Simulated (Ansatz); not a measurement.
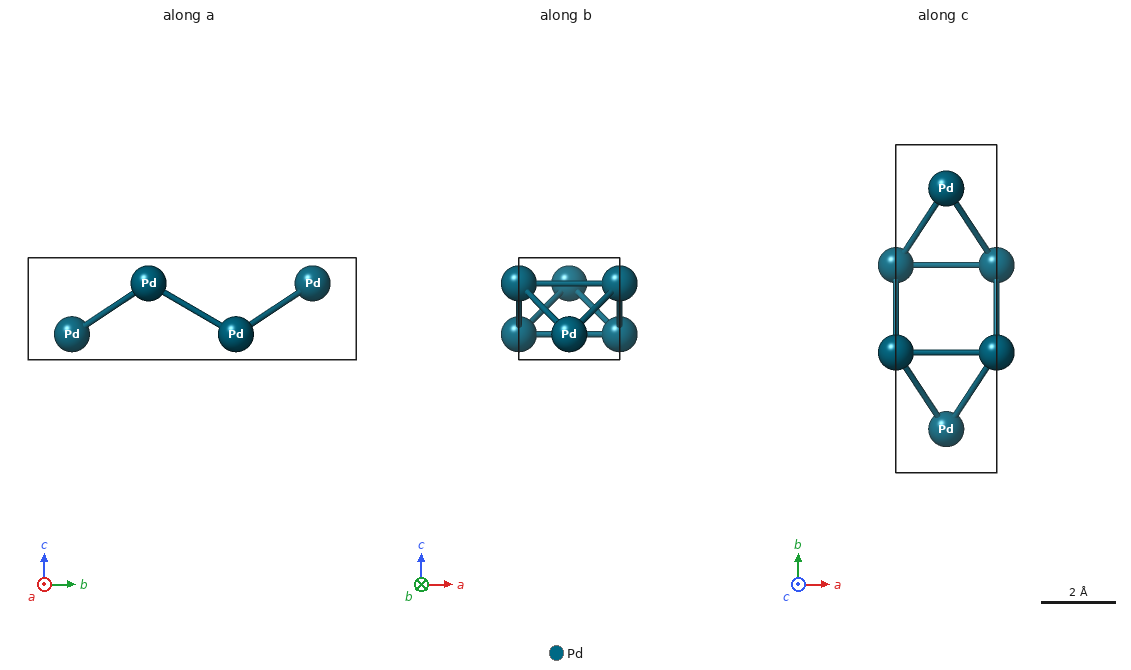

View along the a axis, along the b axis and along the c axis, drawn as a ball-and-stick model. Atoms at the boundary of the conventional unit cell (the box) are drawn once for each face, edge or corner they touch.

Lattice parameters: a = 2.7578 Å, b = 8.9821 Å, c = 2.7862 Å, α = 90.000°, β = 90.000°, γ = 90.000°.

Turn the picture into a CIF with its space group and independent sites, with free fractional coordinates to two decimals.

```cif
data_structure
_symmetry_space_group_name_H-M 'C m c m'
_symmetry_Int_Tables_number 63
_cell_length_a 2.7578
_cell_length_b 8.9821
_cell_length_c 2.7862
_cell_angle_alpha 90.000
_cell_angle_beta 90.000
_cell_angle_gamma 90.000
_cell_volume 69.01
loop_
_atom_site_label
_atom_site_type_symbol
_atom_site_symmetry_multiplicity
_atom_site_Wyckoff_symbol
_atom_site_fract_x
_atom_site_fract_y
_atom_site_fract_z
_atom_site_occupancy
Pd1 Pd 4 c 0.00 0.63 0.25 1
```

The structure comes from a structure type filled with this element by a generator (whether the element takes this form wasn't checked). Earlier steps of the study may have refined or changed the cell and positions. A calculation with Ansatz used it as input.

At this level of theory the cell isn't at rest (stretched, at -5 GPa), so its distances can differ from those at equilibrium, the more so the softer the solid.
